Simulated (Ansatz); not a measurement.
System: Al2Pt.

```
Al Pt
1.0
     5.65054    0.00000    0.00000
     0.00000    5.65054    0.00000
     0.00000    0.00000    5.65054
Al Pt
8 4
Direct
  0.25000 0.25000 0.25000
  0.75000 0.75000 0.25000
  0.75000 0.25000 0.75000
  0.25000 0.75000 0.75000
  0.75000 0.25000 0.25000
  0.25000 0.75000 0.25000
  0.25000 0.25000 0.75000
  0.75000 0.75000 0.75000
  0.00000 0.00000 0.00000
  0.50000 0.50000 0.00000
  0.50000 0.00000 0.50000
  0.00000 0.50000 0.50000
```

Space group Fm-3m; changed on purpose from its base cell (volume × 0.88); computed pressure about 23 GPa in this cell.

Computed with Ansatz 0.2.0, DFT PBEsol, scalar-relativistic, plane waves, PAW.

Question: Predict the valence pseudo-density and electron localisation function between the atoms.

Answer: Al–Pt (2.45 Å): ρ is about 0.53 e/Å³ halfway; the ELF is about 0.45 at the midpoint.

Question: Does the calculation give a band gap?

Answer: It is metallic or semimetallic at this level of theory: no gap opens.

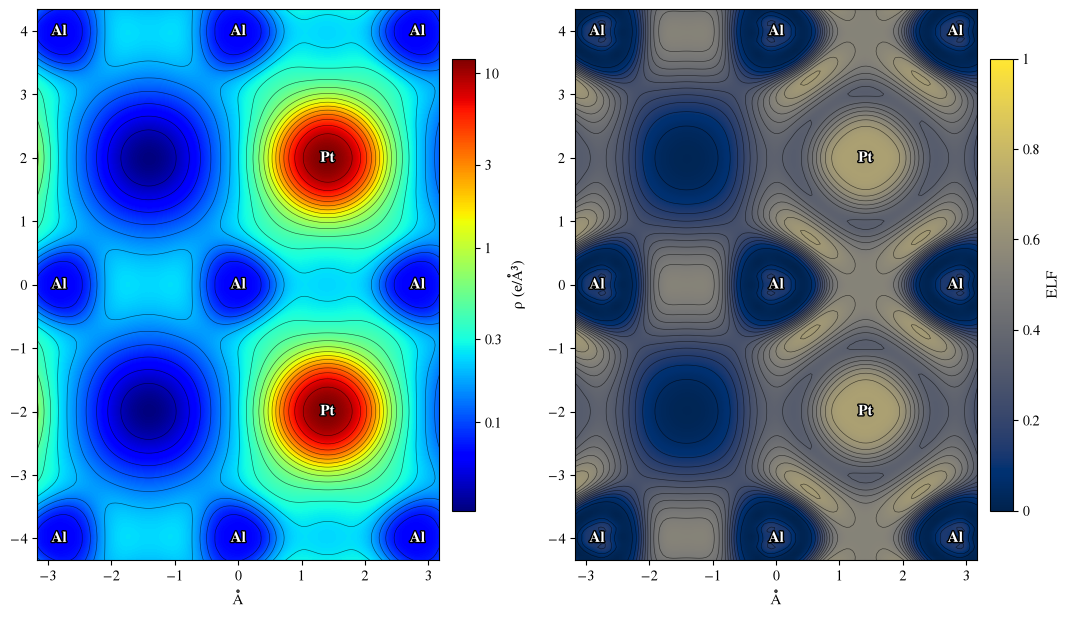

Computed valence pseudo-density and electron localisation function on the (110) plane of the conventional cell, in this order. 
